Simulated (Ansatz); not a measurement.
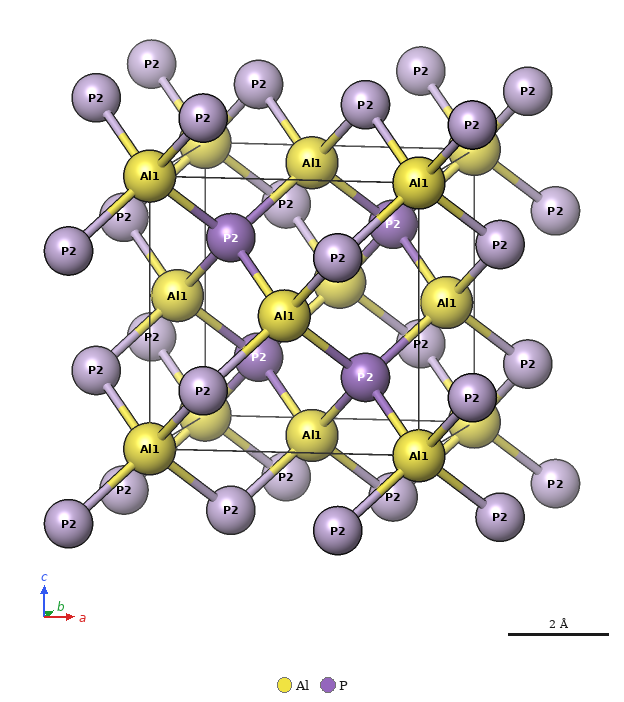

The structure as given in the input (ball-and-stick view of the cell 4 times as large as that of the calculation, set on its symmetry axes, seen slightly off an axis; neighbours outside the cell are drawn fainter; atoms are numbered from 1 in the order of the input).

**AlP: a changed input and its effect**

System: AlP (2 atoms in the cell).
Method of run A: DFT, PBEsol, plane waves, PAW, no spin polarisation (Ansatz 0.2.0).

The structure derives from an entry of the Crystallography Open Database. The geometry comes from this level: PBE. Text and figures count atoms from 1; the logs count them from 0 in places.

The input, run A:
```yaml
crystal:
  lattice:
    - [0.0, 2.7534005604, 2.7534005604]
    - [2.7534005604, 0.0, 2.7534005604]
    - [2.7534005604, 2.7534005604, 0.0]
  atoms:
    - { symbol: Al, position: [0.0, 0.0, 0.0] }
    - { symbol: P, position: [0.25, 0.25, 0.25] }
kpoints:
  mp_grid: { grid: [8, 8, 8] }
hamiltonian:
  xc: pbesol
scf:
  occupations: { method: fermi_dirac, width: 0.02 }
relax:
  f_tol: 0.005
  cell: {}
output:
  write_density: true
  write_potential: true
  elf: true
  volumetric_format: npy
```

Command:
```bash
ansatz run input.yaml --threads 2 --pin off --max-ram 2211MiB --backend cpu --events-out ev --progress --plain --runs-dir out
```

Hardware: 2 threads of an Arm (aarch64) CPU, shared host.

Output, shortened to warnings, some set-up lines, iterations and results (run A):
```
Basis set: ecut = 420 eV, 869 PW (Γ), exchange–correlation on 54×54×54 points (8 copies of the dense FFT grid, shifted against one another)
Symmetry: 24 space group operations
k-points: 29 of 512 (time reversal used)
Initial density: superposition of atomic densities (neutral atoms: chi_scale 0, normalization atom), corrected by the library's trained network
[...]
SCF iter   1: F=—  HF=-1265.732897 eV  |F-HF|=—  |Δ(HF+E_count)|=         —  Δρ=3.65e-3  dr2=1.01e-2  ethr=1.77e-3  ⟨swp⟩=6.3  Hψ=2223  notcnv=0
SCF iter   2: F=—  HF=-1265.730165 eV  |F-HF|=—  |Δ(HF+E_count)|=   2.73e-3  Δρ=1.07e-3  dr2=4.95e-4  ethr=1.26e-4  ⟨swp⟩=2.9  Hψ=670  notcnv=0
SCF iter   3: F=—  HF=-1265.730170 eV  |F-HF|=—  |Δ(HF+E_count)|=   4.64e-6  Δρ=4.04e-4  dr2=6.82e-5  ethr=6.19e-6  ⟨swp⟩=2.2  Hψ=310  notcnv=0
SCF iter   4: F=—  HF=-1265.730168 eV  |F-HF|=—  |Δ(HF+E_count)|=   1.70e-6  Δρ=5.92e-5  dr2=8.67e-7  ethr=8.52e-7  ⟨swp⟩=2.2  Hψ=334  notcnv=0
SCF iter   5: F=-1265.730169 eV  HF=-1265.730169 eV  |F-HF|=1.96e-9  |Δ(HF+E_count)|=   5.53e-7  Δρ=3.32e-6  dr2=4.06e-9  ethr=1.08e-8  ⟨swp⟩=2.6  Hψ=350  notcnv=0
[... 16 lines ...]
SCF iter   2: F=—  HF=-1265.734473 eV  |F-HF|=—  |Δ(HF+E_count)|=   1.17e-5  Δρ=7.43e-6  dr2=4.06e-9  ethr=2.07e-10  ⟨swp⟩=2.5  Hψ=384  notcnv=0
SCF iter   3: F=—  HF=-1265.734473 eV  |F-HF|=—  |Δ(HF+E_count)|=   1.99e-8  Δρ=6.58e-7  dr2=1.98e-10  ethr=5.07e-11  ⟨swp⟩=2.2  Hψ=346  notcnv=0
SCF iter   4: F=-1265.734473 eV  HF=-1265.734473 eV  |F-HF|=1.59e-12  |Δ(HF+E_count)|=  4.05e-11  Δρ=2.38e-7  dr2=1.94e-11  ethr=1.00e-12  ⟨swp⟩=5.7  Hψ=1384  notcnv=0
SCF 4 converged in 4 iterations: F = -1265.734473 eV  dr2 = 1.94e-11
relax step   4: F+E_penalty+E_count = -1265.73447326 eV  Δ(F+E_penalty+E_count) = +1.483e-4 eV  max|allowed force component| = 2.660e-17 eV/Å  Δτ_max = 0.0000 Å  P = +0.005 …
basis re-selected at this cell: Δ(F+E_penalty+E_count) = +1.483e-4 eV, ΔP = -0.007 GPa vs the last step (what re-selecting the basis moved, of the pressure what is left beyond the Pulay correction that the steps carried, after the strain that the cell walked since its last selection, with what the …
SCF converged after 4 iterations
Free energy (F): -1265.734473 eV
Harris-Foulkes:  -1265.734473 eV  (|F-HF|=1.59e-12)
Internal energy: -1265.734473 eV  (E = F + TS)
E sigma→0 (E₀):  -1265.734473 eV
Fermi energy:    5.663540 eV
--- Per-component energies (eV) ---
  E_band       = 3.907725
  E_kinetic    = 93.501198
  E_local      = -82.479136  (includes V_loc(G=0)·N_el)
  E_nonlocal   = 44.857964
  E_hartree    = 24.694618
  E_xc         = -100.476504
  E_vxc        = -89.931687  (∫ρ·V_xc dr)
  E_paw        = -1009.066878  (= ΣΔE_a)
  E_vpaw       = -11.429830  (= ΣTr[D̂ρ^β])
  E_aug_tail   = 0.000001  (compensation charges beyond the density's cutoff)
  E_ewald      = -236.830972
  E_core_change = 0.065235  (= ΣΔE_core)
  E_smearing   = -0.000000  (= −TS)
  E_closure    = 0.000000  (closes the sum)
  Σ components = -1265.734473   (vs F -1265.734473, Δ=0.00e0)
--- Forces (eV/Å), atoms counted from 1 ---
  atom   1  Al    -0.00000000    -0.00000000     0.00000000
  atom   2  P     -0.00000000    -0.00000000    -0.00000000
  max |Σ_I F_I| component: 4.39e-17 eV/Å
--- Stress (GPa, compression-positive) ---
        0.005476      -0.000000       0.000000
       -0.000000       0.005476       0.000000
       -0.000000       0.000000       0.005476
  P = ⅓ Tr σ = 0.0055 GPa (0.055 kbar)
--- Relaxed structure (3 steps of the walk, 3 accepted, 1 SCFs on fresh bases) ---
  F+E_penalty+E_count = -1265.73447326 eV   max|allowed force component| = 2.660e-17 eV/Å   (the final SCF, on the basis selected at the relaxed cell)
  cell:  # Å, volume = 40.9258 Å³
    - [6.878752244409048e-34, 2.7352007596676313, 2.7352007596676318]
    - [2.7352007596676313, 4.178205066974383e-33, 2.7352007596676318]
    - [2.7352007596676313, 2.7352007596676313, 6.139923299639186e-33]
  atoms:
    - { symbol: Al, position: [-5.165901145906478e-34, 5.981953231014412e-34, 8.663267224940482e-34] }
    - { symbol: P, position: [0.25, 0.25, 0.24999999999999994] }
```

The input of run B differs as follows (lines with − go, lines with + come):
```diff
-  xc: pbesol
+  xc: r2scan
-output:
-  write_density: true
-  write_potential: true
-  elf: true
-  volumetric_format: npy
```

Predict how the results change.

The total energies belong to different methods, so their difference says nothing on which is more stable or more accurate. The volume per atom goes from 20.46 to 20.55 Å³. The functional changes from PBEsol to r2SCAN. The SCF takes 17 iterations over all geometry steps against 18. The default cutoff goes from 420 to 500 eV with the change.

Output, shortened to warnings, some set-up lines, iterations and results (run B):
```
Basis set: ecut = 500 eV, 1067 PW (Γ), exchange–correlation on 120×120×120 points (64 copies of the dense FFT grid, shifted against one another)
Symmetry: 24 space group operations
k-points: 29 of 512 (time reversal used)
Initial density: superposition of atomic densities (neutral atoms: chi_scale 0, normalization atom), corrected by the library's trained network
[...]
SCF iter   1: F=—  HF=-1301.034529 eV  |F-HF|=—  |Δ(HF+E_count)|=         —  Δρ=2.85e-3  dr2=3.18e-3  dr2_τ=1.21e-2  ethr=1.77e-3  ⟨swp⟩=6.4  Hψ=2270  notcnv=0
SCF iter   2: F=—  HF=-1301.063471 eV  |F-HF|=—  |Δ(HF+E_count)|=   2.89e-2  Δρ=1.88e-3  dr2=1.31e-3  dr2_τ=1.81e-5  ethr=3.98e-5  ⟨swp⟩=3.1  Hψ=810  notcnv=0
SCF iter   3: F=—  HF=-1301.063589 eV  |F-HF|=—  |Δ(HF+E_count)|=   1.19e-4  Δρ=7.88e-4  dr2=4.86e-4  dr2_τ=7.17e-6  ethr=1.64e-5  ⟨swp⟩=2.2  Hψ=468  notcnv=0
SCF iter   4: F=—  HF=-1301.063471 eV  |F-HF|=—  |Δ(HF+E_count)|=   1.18e-4  Δρ=1.59e-4  dr2=1.70e-5  dr2_τ=2.06e-7  ethr=6.07e-6  ⟨swp⟩=2.6  Hψ=351  notcnv=0
SCF iter   5: F=—  HF=-1301.063473 eV  |F-HF|=—  |Δ(HF+E_count)|=   2.05e-6  Δρ=3.85e-5  dr2=5.32e-7  dr2_τ=1.38e-8  ethr=2.12e-7  ⟨swp⟩=2.0  Hψ=348  notcnv=0
[... 15 lines ...]
SCF iter   2: F=—  HF=-1301.066190 eV  |F-HF|=—  |Δ(HF+E_count)|=   6.07e-7  Δρ=6.61e-6  dr2=9.59e-9  dr2_τ=1.00e-9  ethr=5.18e-10  ⟨swp⟩=2.6  Hψ=375  notcnv=0
SCF iter   3: F=—  HF=-1301.066190 eV  |F-HF|=—  |Δ(HF+E_count)|=   1.62e-8  Δρ=1.37e-6  dr2=1.21e-9  dr2_τ=3.80e-11  ethr=1.20e-10  ⟨swp⟩=2.7  Hψ=364  notcnv=0
SCF iter   4: F=-1301.066190 eV  HF=-1301.066190 eV  |F-HF|=9.32e-12  |Δ(HF+E_count)|=  7.75e-11  Δρ=2.05e-7  dr2=1.68e-11  dr2_τ=9.40e-13  ethr=1.00e-12  ⟨swp⟩=5.2  Hψ=1134  …
SCF 4 converged in 4 iterations: F = -1301.066190 eV  dr2 = 1.68e-11
relax step   4: F+E_penalty+E_count = -1301.06619006 eV  Δ(F+E_penalty+E_count) = +4.475e-5 eV  max|allowed force component| = 7.055e-17 eV/Å  Δτ_max = 0.0000 Å  P = +0.007 …
basis re-selected at this cell: Δ(F+E_penalty+E_count) = +4.475e-5 eV, ΔP = +0.001 GPa vs the last step (what re-selecting the basis moved, of the pressure what is left beyond the Pulay correction that the steps carried, after the strain that the cell walked since its last selection, with what the …
SCF converged after 4 iterations
Free energy (F): -1301.066190 eV
Harris-Foulkes:  -1301.066190 eV  (|F-HF|=9.32e-12)
Internal energy: -1301.066190 eV  (E = F + TS)
E sigma→0 (E₀):  -1301.066190 eV
Fermi energy:    5.751173 eV
--- Per-component energies (eV) ---
  E_band       = 1.707686
  E_kinetic    = 93.924626
  E_local      = -82.321511  (includes V_loc(G=0)·N_el)
  E_nonlocal   = 43.310145
  E_hartree    = 25.365805
  E_xc         = -95.644777
  E_vxc        = -96.655070  (∫ρ·V_xc dr)
  E_paw        = -1049.069579  (= ΣΔE_a)
  E_vpaw       = -11.358211  (= ΣTr[D̂ρ^β])
  E_aug_tail   = -0.000000  (compensation charges beyond the density's cutoff)
  E_vtau       = 4.076116  (kinetic-family band-sum trace: ∫τ·v_τ [+ j·A + Jᵃ·Aᵃ] dr)
  E_ewald      = -236.479949
  E_core_change = -0.150950  (= ΣΔE_core)
  E_smearing   = -0.000000  (= −TS)
  E_closure    = 0.000000  (closes the sum)
  Σ components = -1301.066190   (vs F -1301.066190, Δ=0.00e0)
--- Forces (eV/Å), atoms counted from 1 ---
  atom   1  Al     0.00000000    -0.00000000    -0.00000000
  atom   2  P      0.00000000     0.00000000     0.00000000
  max |Σ_I F_I| component: 2.78e-17 eV/Å
--- Stress (GPa, compression-positive) ---
        0.006750      -0.000000       0.000000
       -0.000000       0.006750       0.000000
        0.000000       0.000000       0.006750
  P = ⅓ Tr σ = 0.0067 GPa (0.067 kbar)
--- Relaxed structure (3 steps of the walk, 3 accepted, 1 SCFs on fresh bases) ---
  F+E_penalty+E_count = -1301.06619006 eV   max|allowed force component| = 7.055e-17 eV/Å   (the final SCF, on the basis selected at the relaxed cell)
  cell:  # Å, volume = 41.1084 Å³
    - [1.2738430082238975e-33, 2.739260796061962, 2.739260796061962]
    - [2.739260796061962, 4.4329736686191636e-33, 2.739260796061962]
    - [2.739260796061962, 2.739260796061962, 6.21635388013262e-33]
  atoms:
    - { symbol: Al, position: [-1.2007623538016749e-33, 8.74341519758501e-34, 1.1891044668715616e-33] }
    - { symbol: P, position: [0.25, 0.25, 0.25] }
```

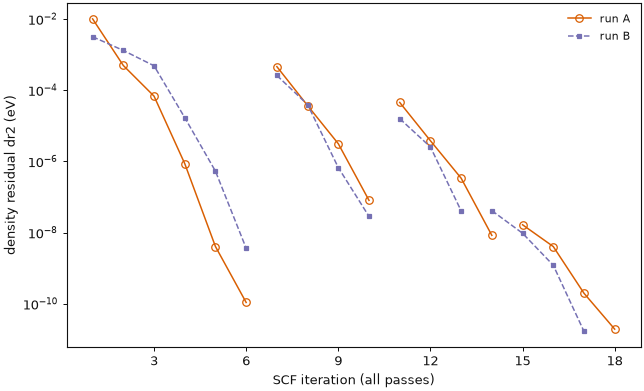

Convergence of the two runs: density residual dr2 against the SCF iteration. A break in a curve parts two SCF passes. Run A takes 18 iterations in all, and run B takes 17.

The two runs side by side:

```csv
quantity,run A,run B
outcome,converged,converged
free energy per atom (eV),−632.8672,−650.5331
gap on the mesh (eV),1.45,–
pressure (GPa),0.01,0.01
volume per atom (Å³),20.46,20.55
largest force (eV/Å),0.000,0.000
SCF iterations,18,17
irreducible k-points,29,29
wall time (shared host),4.2 s,8 s
```
